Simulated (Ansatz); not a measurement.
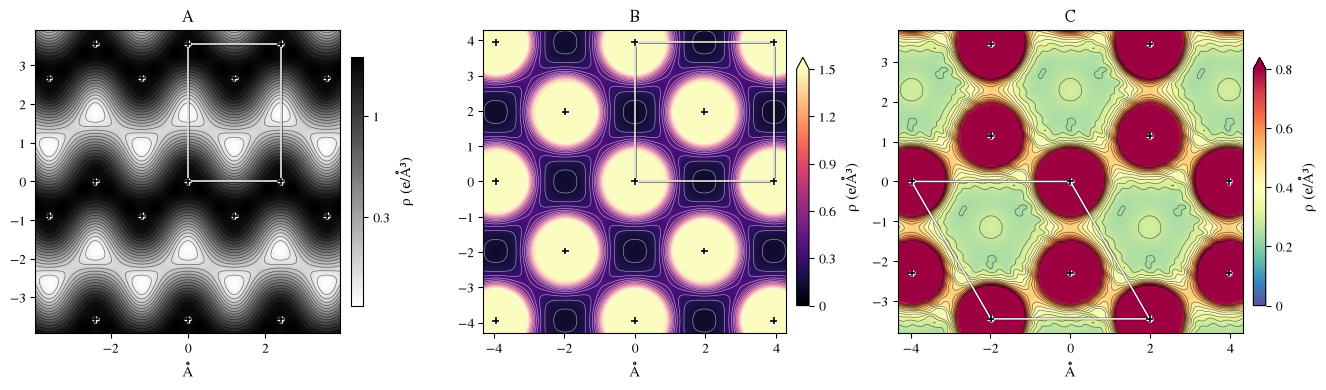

The valence electron density of 3 systems, each on a plane through atoms (crosses mark nuclei in the plane).

Computed with Ansatz 0.2.0, DFT r2SCAN, scalar-relativistic, plane waves, PAW.

System 1: Ni2Ge, the (001) plane of the conventional cell. Space group P6₃/mmc; a structure from a database of computed crystals, not necessarily the ambient phase; computed without spin polarisation.

System 2: C, the (010) plane of the conventional cell. Space group I4₁/amd; changed on purpose from its base cell (strain -0.0500 x Voigt [1, 1, 0, 0, 0, 0], atoms carried along); computed pressure about 52 GPa in this cell.

System 3: Pt, the (001) plane of the conventional cell. Space group Fm-3m.

```
CELL_PARAMETERS angstrom
3.94019 0.00000 0.00000
0.00000 3.94019 0.00000
0.00000 0.00000 3.94019
ATOMIC_POSITIONS crystal
Pt 0.00000 0.00000 0.00000
Pt 0.50000 0.50000 0.00000
Pt 0.50000 0.00000 0.50000
Pt 0.00000 0.50000 0.50000
```

Q: Which map belongs to which system?

A: Panel A is system 2, C: the plane holds C. C–C (1.49 Å): ρ at the midpoint is about 1.8 e/Å³. Panel B is system 3, Pt: the plane holds Pt. Pt–Pt (2.79 Å): ρ at the midpoint is about 0.36 e/Å³. Panel C is system 1, Ni2Ge: the plane holds Ni and Ge. Ni–Ge (2.30 Å): the density is about 0.51 e/Å³ at the midpoint.
